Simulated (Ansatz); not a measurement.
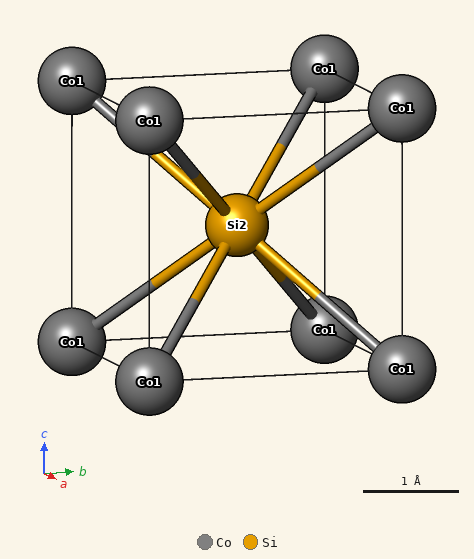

*The structure as given in the input (ball-and-stick view of the cell of the calculation, seen slightly off an axis; atoms are numbered from 1 in the order of the input).*

Single-point calculation, with input and output: CoSi

System: CoSi (Pm-3m, 2 atoms in the cell).
Method: DFT, PBE, PAW with Ansatz's default frozen-core files, scalar-relativistic, spin-polarised (Ansatz 0.2.0).

The structure derives from a Materials Project entry. It belongs to a series of runs on one base structure; here: total moment held at 0.43 μB, PAW files. Figures and captions count atoms from 1; the log counts them from 0 in places.

**Output**
```
Warning: output.stress: scf.convergence.dr2_threshold = 1e-7 eV (the SCF's general default) is looser than the 2e-10 eV advised for a printed stress (1e-10 eV for each atom of the cell: 2). What an SCF threshold leaves in a stress goes as its square root, and in the free energy as the threshold itself, and one threshold admits the most on a small cell: of the crystals measured, under no hybrid functional and no lock of the moments, on runs that ended without the residual-converged pass, on stresses that held no estimate of that error, the worst erred by over 100 MPa in a component at 1e-7 eV an atom and by under 5 at 1e-10. Set scf.convergence.dr2_threshold to 2e-10 eV or tighter. The threshold is an SCF's pass mark: one that does not reach it within its budget of iterations ends unconverged, or closes short of it on a stop that the run arms, and scf.convergence.dr2_threshold's page says what that costs each kind of run
Engine: ansatz 0.2.0, x86_64-unknown-linux-gnu
Pseudopotentials: kind: paw
Pseudopotential: Co, paw, valence charge 17, recommended cutoff 420 eV (normal), Co.paw.azcp
Pseudopotential: Si, paw, valence charge 4, recommended cutoff 420 eV (normal), Si.paw.azcp
Functional definition: PBE
  parameter kappa = 0.804
  parameter beta = 0.06672455060314922
  exchange = pbe_x(kappa = kappa, mu = beta*pi^2/3)
  correlation = pbe_c(beta = beta)
Crystal: 2 atoms, lattice volume = 21.516 Å³
Basis set: ecut = 420 eV, 437 PW (Γ), exchange–correlation on 40×40×40 points (8 copies of the dense FFT grid, shifted against one another)
Bands: 15, of which v1, the nominal top of the filled ones, is band 11 counted from 1 (10 counted from 0)
Symmetry: 48 space group operations
Space group: Pm-3m (ITA 221), of the structure as read, at distance tolerance 2.8e-5 Å
Magnetic group: BNS 221.92 (UNI 1594), of the structure as read, at distance tolerance 2.8e-5 Å
k-points: 120 of 2744
Non-local potential: Co, projectors of the file, l = 0: 3, l = 1: 2, l = 2: 3, l = 3: 1
Non-local potential: Si, projectors of the file, l = 0: 2, l = 1: 2, l = 2: 2
PAW form: soft (Blöchl's): semilocal exchange-correlation on the pseudo side does not see the compensation charge
PAW one-centre angular grid: Co, 590 points (default); XC on 64 Gauss nodes
PAW one-centre angular grid: Si, 110 points (default); XC on 64 Gauss nodes
Initial density: superposition of atomic densities (chi_scale 0.1, normalization cell)
Starting moments: Σ|m| = 0.43 μB on 1 of 2 sites
Initial wavefunctions: pseudopotential atomic-orbital guess
Functional: x = pbe(κ = 0.804, μ = 0.2195149727645171), c = pbe(β = 0.06672455060314922)
SCF iter   1: F=—  HF=-5763.203822 eV  |F-HF|=—  |Δ(HF+E_count)|=         —  Δρ=5.56e-2 (↑5.56e-2 ↓5.29e-2)  dr2=2.67e0  dr2_m=7.62e-3  M=0.430 μB ∫|m|=0.430 μB  β_m=0.30  ethr=3.10e-3  ⟨swp⟩=4.3  Hψ=17236  notcnv=0
preconditioner: auto → none  [metal: Δε(μ)=0.011 eV  Ē_g=9.570 eV  σ=0.030 eV  W_gap=0.09  n_scr=6 (ndim 8)  ℏωp=28.9 eV  f_vac=0.000  D(μ)=1.82/eV (n_scr^D=18)  sad-step TF]
SCF iter   2: F=—  HF=-5762.917213 eV  |F-HF|=—  |Δ(HF+E_count)|=   2.87e-1  Δρ=3.06e-2 (↑2.30e-2 ↓3.06e-2)  dr2=3.46e-1  dr2_m=9.16e-3  M=0.430 μB ∫|m|=0.433 μB  β_m=0.29  ethr=3.10e-3  ⟨swp⟩=2.0  Hψ=7450  notcnv=0  defer=51
SCF iter   3: F=—  HF=-5762.802658 eV  |F-HF|=—  |Δ(HF+E_count)|=   1.15e-1  Δρ=1.56e-2 (↑1.07e-2 ↓1.56e-2)  dr2=1.12e-1  dr2_m=6.26e-3  M=0.430 μB ∫|m|=0.436 μB  β_m=0.49  ethr=1.65e-3  ⟨swp⟩=2.6  Hψ=6235  notcnv=0  defer=50
SCF iter   4: F=—  HF=-5762.756031 eV  |F-HF|=—  |Δ(HF+E_count)|=   4.66e-2  Δρ=7.29e-3 (↑2.00e-3 ↓7.29e-3)  dr2=8.65e-3  dr2_m=2.20e-3  M=0.430 μB ∫|m|=0.448 μB  β_m=0.74  ethr=5.34e-4  ⟨swp⟩=2.1  Hψ=6157  notcnv=0  defer=50
SCF iter   5: F=—  HF=-5762.757471 eV  |F-HF|=—  |Δ(HF+E_count)|=   1.44e-3  Δρ=3.44e-3 (↑3.44e-3 ↓2.25e-3)  dr2=5.68e-3  dr2_m=8.17e-5  M=0.430 μB ∫|m|=0.460 μB  β_m=0.86  ethr=4.12e-5  ⟨swp⟩=2.3  Hψ=6304  notcnv=0  defer=49
SCF iter   6: F=—  HF=-5762.757068 eV  |F-HF|=—  |Δ(HF+E_count)|=   4.02e-4  Δρ=1.70e-3 (↑1.70e-3 ↓1.05e-3)  dr2=1.10e-3  dr2_m=2.27e-5  M=0.430 μB ∫|m|=0.463 μB  β_m=0.93  ethr=2.71e-5  ⟨swp⟩=1.1  Hψ=4084  notcnv=0  defer=45
SCF iter   7: F=—  HF=-5762.756942 eV  |F-HF|=—  |Δ(HF+E_count)|=   1.27e-4  Δρ=2.51e-4 (↑3.26e-5 ↓2.51e-4)  dr2=1.28e-5  dr2_m=2.41e-6  M=0.430 μB ∫|m|=0.466 μB  β_m=0.97  ethr=5.23e-6  ⟨swp⟩=1.8  Hψ=4291  notcnv=0  defer=44
SCF iter   8: F=—  HF=-5762.756938 eV  |F-HF|=—  |Δ(HF+E_count)|=   4.15e-6  Δρ=9.74e-5 (↑9.74e-5 ↓8.39e-5)  dr2=4.58e-6  dr2_m=1.14e-8  M=0.430 μB ∫|m|=0.467 μB  β_m=0.86  ethr=6.11e-8  ⟨swp⟩=1.9  Hψ=4632  notcnv=0  defer=42
SCF iter   9: F=—  HF=-5762.756937 eV  |F-HF|=—  |Δ(HF+E_count)|=   3.97e-7  Δρ=3.95e-5 (↑3.95e-5 ↓3.55e-5)  dr2=8.11e-7  dr2_m=1.03e-9  M=0.430 μB ∫|m|=0.467 μB  β_m=0.93  ethr=2.18e-8  ⟨swp⟩=1.0  Hψ=3558  notcnv=0  defer=42
SCF iter  10: F=-5762.756937 eV  HF=-5762.756937 eV  |F-HF|=1.62e-8  |Δ(HF+E_count)|=   8.61e-8  Δρ=6.40e-6 (↑6.40e-6 ↓5.10e-6)  dr2=1.87e-8  dr2_m=9.40e-11  M=0.430 μB ∫|m|=0.467 μB  ethr=4.76e-10  ⟨swp⟩=6.9  Hψ=20145  notcnv=0
the search or the solves at the SCF's close seem to have found levels that the self-consistency loop had missed (the run counts 1). By its estimate they hold under 1e-12 electrons; where the run keeps them, the occupations were computed again with them
SCF 1 converged in 10 iterations: F = -5762.756937 eV  dr2 = 1.87e-8
  greatest PAW one-centre occupation: 1.001 electrons in one spin orbital (limit 2), on the Co atom at site 0 (counted from 0), in its partial waves of l = 1
```

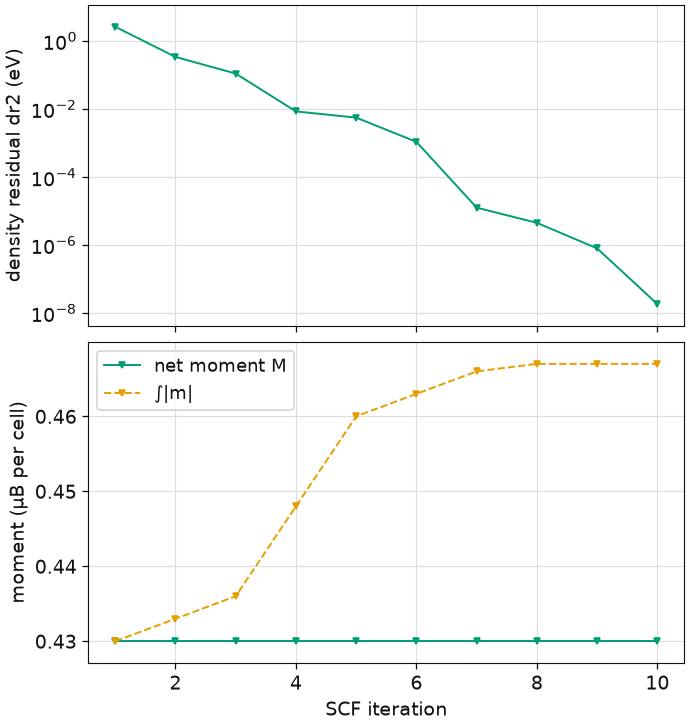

*Convergence of the self-consistent field: density residual dr2 and magnetic moment against the SCF iteration.*

The residual falls at every step. The net moment stays at 0.4 μB per cell.

```
SCF converged after 10 iterations
Stability checked in part: among states of this total moment the steps that led to this state did not find it unstable. No probe was made; neither looks for a lower state of another moment (fixed_total_moment; see scf.lower_state_search)
Magnetization: 0.4300 μB (10.7150 up, 10.2850 down)
Absolute magnetization: 0.4672 μB (∫|ρ↑−ρ↓|, with the PAW one-centre terms)
Spin contamination: 0.0089 ħ² per cell (⟨S²⟩ above its minimum at these occupations)
Per-site moments (μB) at R_I (Å): [(0.4446203458912933, 0.9935911839188726), (0.000648873563378208, 0.9935911839188726)]
Free energy (F): -5762.756937 eV
Harris-Foulkes:  -5762.756937 eV  (|F-HF|=1.62e-8)
Internal energy: -5762.749020 eV  (E = F + TS)
E sigma→0 (E₀):  -5762.752979 eV
Entropy (-TS):   -0.007917 eV (-3.958 meV/atom)
Fermi energy:    17.436769 (↑ 17.387508, ↓ 17.486030) eV
--- Per-component energies (eV) ---
  E_band       = -228.998838
  E_kinetic    = 502.985429
  E_local      = -3492.867037  (includes V_loc(G=0)·N_el)
  E_nonlocal   = 481.513756
  E_hartree    = 1515.999581
  E_xc         = -217.180233
  E_vxc        = -256.106447  (∫ρ·V_xc dr)
  E_paw        = -2030.746197  (= ΣΔE_a)
  E_vpaw       = -496.513036  (= ΣTr[D̂ρ^β])
  E_aug_tail   = 0.000099  (compensation charges beyond the density's cutoff)
  E_ewald      = -2522.454418
  E_smearing   = -0.007917  (= −TS)
  E_closure    = 0.000000  (closes the sum)
  Σ components = -5762.756937   (vs F -5762.756937, Δ=0.00e0)
--- Forces (eV/Å), atoms counted from 1 ---
  atom   1  Co     0.00000000     0.00000000    -0.00000000
  atom   2  Si     0.00000000    -0.00000000    -0.00000000
  max |Σ_I F_I| component: 1.73e-31 eV/Å
--- Stress (GPa, compression-positive) ---
        0.189291       0.000000       0.000000
       -0.000000       0.189291       0.000000
        0.000000       0.000000       0.189291
  P = ⅓ Tr σ = 0.1893 GPa (1.893 kbar)
--- Band table (eV; the first three rows and the last of 240) ---
  k-point 0 ↑: bands = ["-77.9943", "-41.2875", "-41.2875", "-41.2875", "3.1774", "13.3856", "13.3856", "15.9605", "15.9605", "15.9605", "20.4208", "20.4208", "20.4208", "24.9012", "24.9012"]
  k-point 1 ↑: bands = ["-77.9941", "-41.2904", "-41.2872", "-41.2872", "3.2759", "13.3362", "13.4188", "15.8715", "15.8715", "15.9679", "19.7591", "20.5937", "20.5937", "24.8691", "25.5165"]
  k-point 2 ↑: bands = ["-77.9935", "-41.2984", "-41.2866", "-41.2866", "3.5695", "13.1301", "13.5135", "15.6458", "15.6458", "15.9885", "18.5389", "21.0727", "21.0727", "24.7755", "26.5449"]
  k-point 119 ↓: bands = ["-77.4517", "-40.8177", "-40.8177", "-40.8177", "11.6036", "11.6036", "11.6036", "15.7593", "17.2874", "17.2874", "18.7332", "18.7332", "18.7332", "21.1354", "21.1354"]
```

**File rho_z.tsv**
```
# z_ang	rho[e/angstrom^3]	rho_spin[e/angstrom^3]
# format = ansatz-planar-average/11
# lattice	2.781334000	0.000000000	0.000000000
# lattice	0.000000000	2.781334000	0.000000000
# lattice	0.000000000	0.000000000	2.781334000
# sites	2
# site	27	0.000000000	0.000000000	0.000000000
# site	14	1.390667000	1.390667000	1.390667000
0.000000	3.028434e0	9.827754e-2
0.139067	2.627688e0	7.602716e-2
0.278133	1.794006e0	3.873745e-2
0.417200	1.089808e0	1.800689e-2
0.556267	6.860282e-1	1.030570e-2
0.695334	4.914131e-1	6.209724e-3
0.834400	4.009099e-1	2.851647e-3
0.973467	3.565872e-1	7.823370e-4
1.112534	3.303001e-1	-4.398833e-4
1.251600	3.146162e-1	-1.099998e-3
1.390667	3.093026e-1	-1.335135e-3
1.529734	3.146162e-1	-1.099998e-3
1.668800	3.303001e-1	-4.398833e-4
1.807867	3.565872e-1	7.823370e-4
1.946934	4.009099e-1	2.851647e-3
2.086000	4.914131e-1	6.209724e-3
2.225067	6.860282e-1	1.030570e-2
2.364134	1.089808e0	1.800689e-2
2.503201	1.794006e0	3.873745e-2
2.642267	2.627688e0	7.602716e-2
```

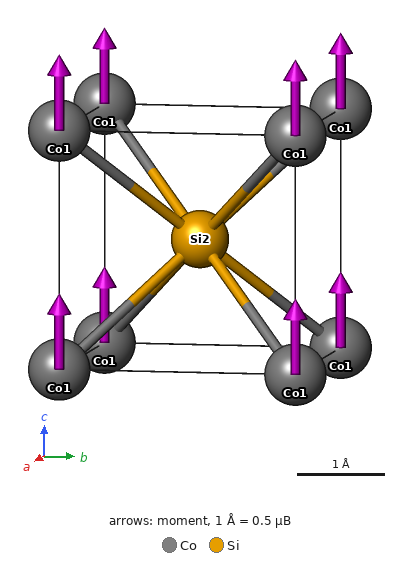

*Magnetic moments of the sites as pink arrows (ball-and-stick view of the cell of the calculation, seen slightly off an axis; atoms are numbered from 1 in the order of the input); small moments hardly show. The run is collinear, so the axis drawn is arbitrary.*

Site moments: Co1 (0.44 μB). They are counted near the atoms and needn't add up to the moment of the cell.

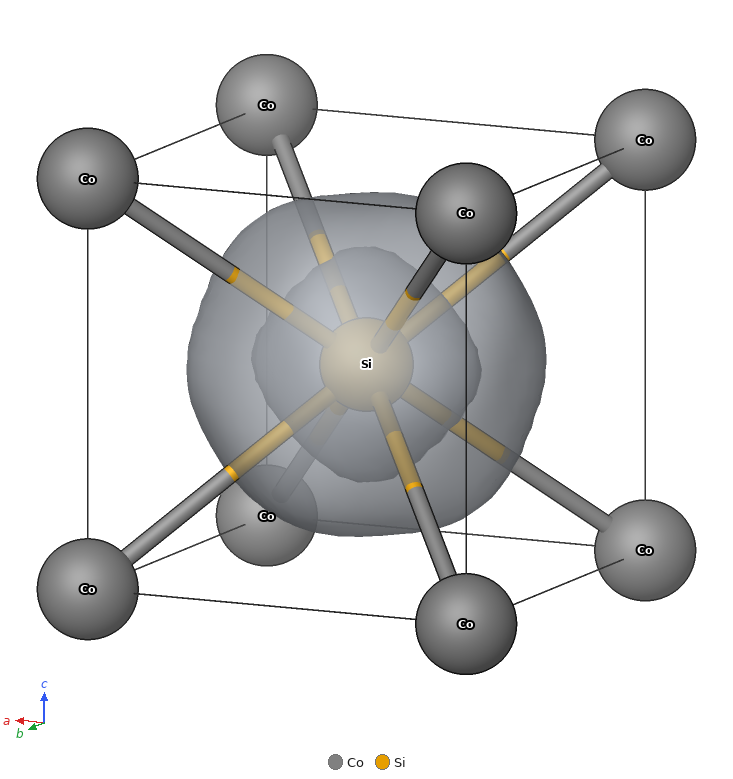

*Isosurface of the ELF at 0.5 (grey), seen at an oblique angle. Core shells and regions of very low density are left out. Sticks mark near contacts. The outline is the cell set on symmetry axes.*

Profiles from the grid: Co–Si (2.41 Å): the ELF is about 0.45 at the midpoint. In a PAW calculation such maps are meaningful between the atoms, not at the nuclei.

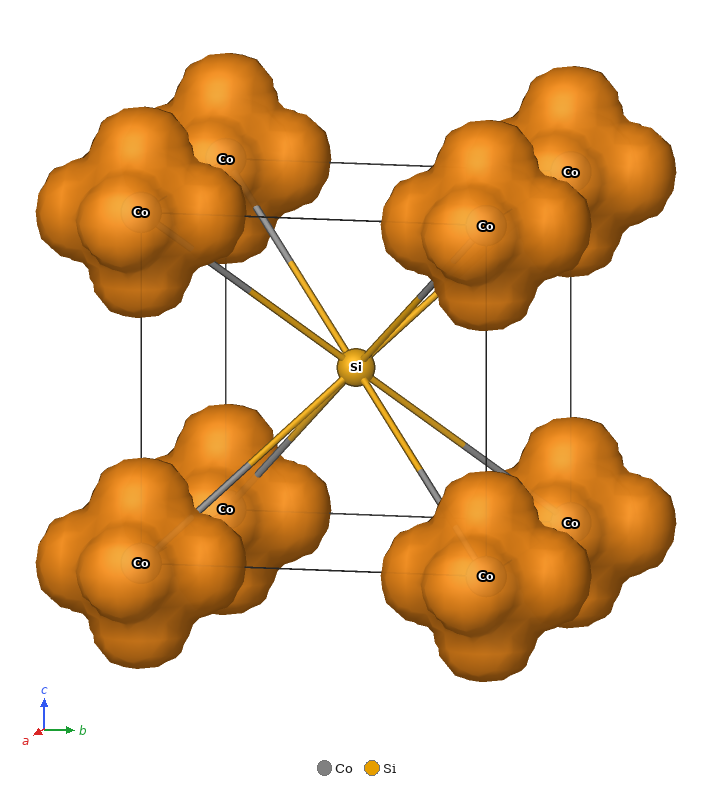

*Isosurface of the spin density at +0.06 e/Å³ (orange), seen slightly off an axis. Sticks mark near contacts. The outline is the cell set on symmetry axes.*

The cell of the calculation (2 atoms) carries 0.4 μB net.

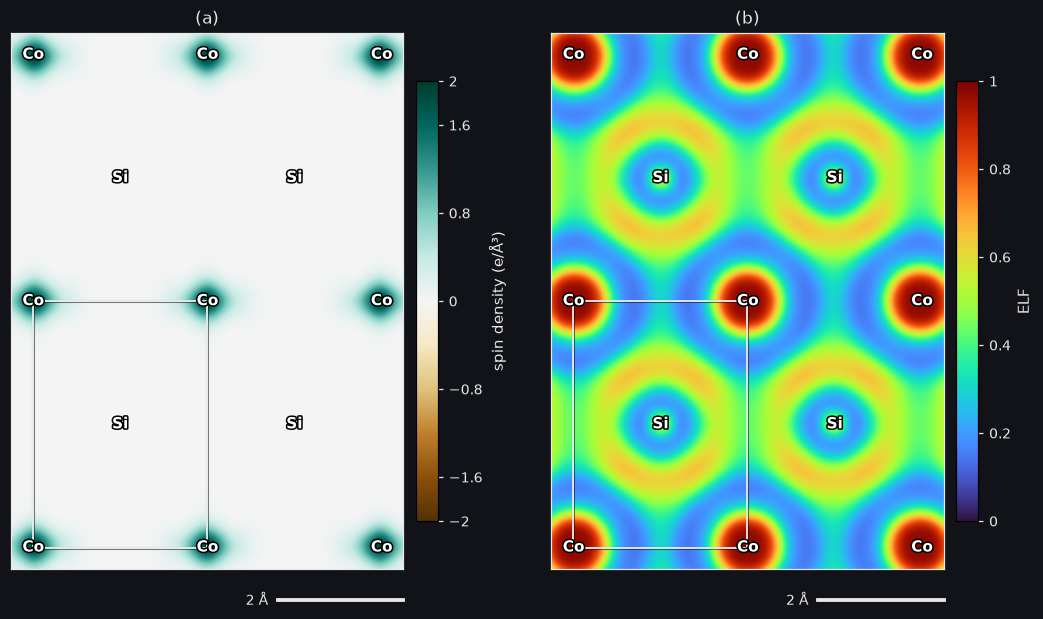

*(a) spin density; (b) electron localisation function on the (101) plane of the conventional cell.*

The section cuts through Co and Si sites. Co–Si (2.41 Å): the ELF is about 0.45 at the midpoint. The strong features right at Co lie inside the PAW spheres (semicore, d or f shells) and say nothing about bonding. The cell of the calculation (2 atoms) carries 0.4 μB net.

This output came from the following input.

**The input**
```yaml
crystal:
  lattice:
    - [2.781334, 0.0, 0.0]
    - [0.0, 2.781334, 0.0]
    - [0.0, 0.0, 2.781334]
  atoms:
    - { symbol: Co, position: [0.0, 0.0, 0.0], spin: 0.43 }
    - { symbol: Si, position: [0.5, 0.5, 0.5] }
magnetization:
  spin_polarized: true
  initial_magnetization: 0.43
  spin_locking: { lock_magnetization: hard }
kpoints:
  mp_grid: { grid: [14, 14, 14] }
scf:
  occupations: { method: fermi_dirac, width: 0.03 }
  lower_state_search: "off"
hamiltonian:
  xc: pbe
  pseudopotentials: { kind: paw }
output:
  forces: true
  stress: true
  eigenvalues: true
  write_density: true
  write_potential: true
  elf: true
  volumetric_format: npy
```

Command:
```bash
ansatz run input.yaml --threads 1 --pin off --max-ram 3072MiB --backend cpu --events-out ev --progress --plain --runs-dir out
```

**Summary**

```json
{"quantity": "outcome", "value": "converged"}
{"quantity": "space group (tolerance 0.01 Å)", "value": "Pm-3m (221)"}
{"quantity": "electrons treated", "value": "21"}
{"quantity": "free energy", "value": "−5762.7569 eV"}
{"quantity": "Fermi energy", "value": "17.437 eV"}
{"quantity": "net moment of the cell", "value": "0.43 μB"}
{"quantity": "integrated absolute moment", "value": "0.47 μB"}
{"quantity": "pressure", "value": "0.19 GPa"}
{"quantity": "largest force (length of the vector)", "value": "under 0.001 eV/Å"}
{"quantity": "hardware", "value": "1 thread of Intel Xeon @ 2.50GHz (Skylake/Cascade Lake), 32 GiB of memory available, shared host"}
{"quantity": "wall time", "value": "6.7 s"}
{"quantity": "peak memory", "value": "0.41 GiB"}
```

**Notes**

The program warns: the SCF threshold is looser than advised for the printed stress.
